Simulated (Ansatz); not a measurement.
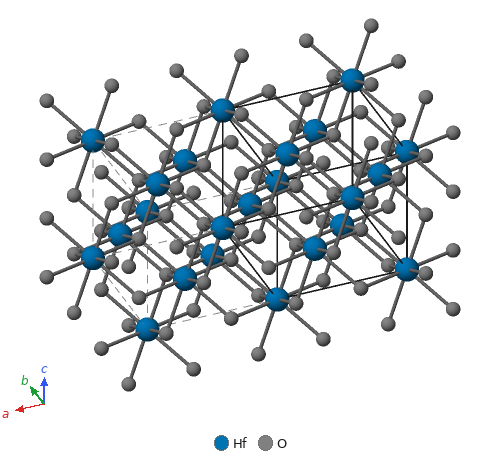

System HfO2 (space group Fm-3m, No. 225); source of the atomic positions: coordinates from a relaxation with DFT PBE, scalar-relativistic, plane waves, PAW (Ansatz 0.2.0).

Bonds are taken as Hf–O below 2.5 Å. Atoms with one bond or none are removed and atoms with two bonds are replaced by edges, until no such atom is left.

### What kind of net remains, and which atoms are its nodes?

A binodal (4,8)-connected, three-periodic net: O is a 4-connected node; Hf is an 8-connected node, in the ratio 2:1.

### Which named net is it?

It is the flu net, known from fluorite.

### Is the net interpenetrated?

It is a single net, without interpenetration.

### How many nodes does the smallest cycle have?

Four.

The simplified net, drawn on the atoms' positions. Nodes are coloured by element. Edges to nodes outside the piece are drawn as stubs.

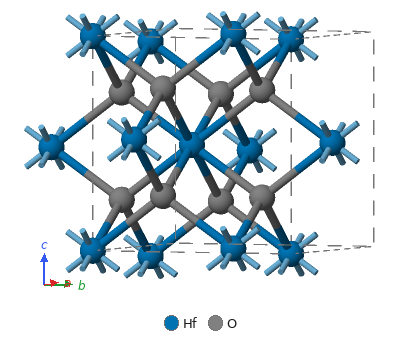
